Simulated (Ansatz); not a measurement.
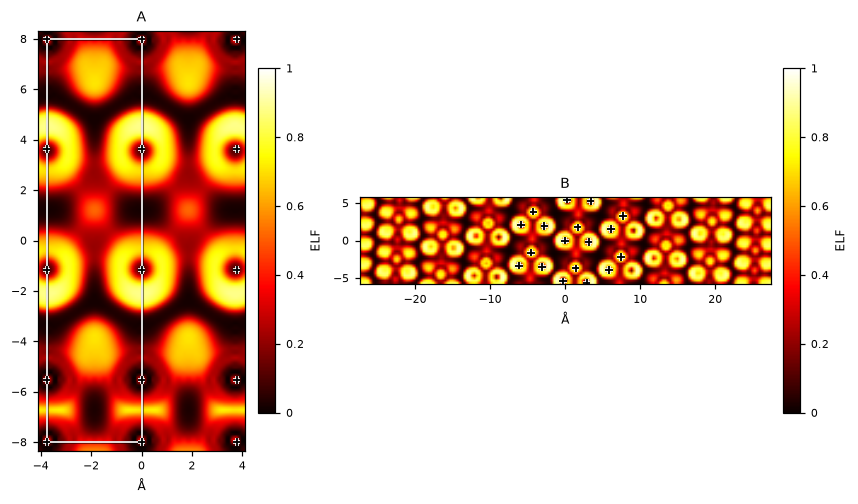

The ELF of 2 systems, each on a plane through atoms (crosses mark nuclei in the plane).

Level of theory: DFT PBE+D3(BJ), scalar-relativistic, plane waves, PAW in Ansatz 0.2.0.

System 1: GaSe, the (010) plane of the conventional cell. Space group P6₃/mmc.

```
CELL_PARAMETERS angstrom
3.76932 0.00000 0.00000
-1.88466 3.26433 0.00000
0.00000 0.00000 15.96644
ATOMIC_POSITIONS crystal
Ga 0.33333 0.66667 0.17349
Ga 0.66667 0.33333 0.67349
Ga 0.33333 0.66667 0.32651
Ga 0.66667 0.33333 0.82651
Se 0.33333 0.66667 0.59970
Se 0.66667 0.33333 0.09970
Se 0.33333 0.66667 0.90030
Se 0.66667 0.33333 0.40030
```

System 2: MoS$_{2}$, the (111) plane of the conventional cell. Space group R3m; computed without spin polarisation.

Which map belongs to which system?

Answer. Panel A is system 1, GaSe: the plane holds Ga and Se. Ga–Ga (2.44 Å): the ELF peaks at about 0.70 between the atoms. Panel B is system 2, MoS$_{2}$: the plane holds Mo and S. Mo–S (2.40 Å): the ELF peaks at about 0.85 in the valence shell of S, 0.8 Å from its nucleus, and is about 0.45 at the midpoint.
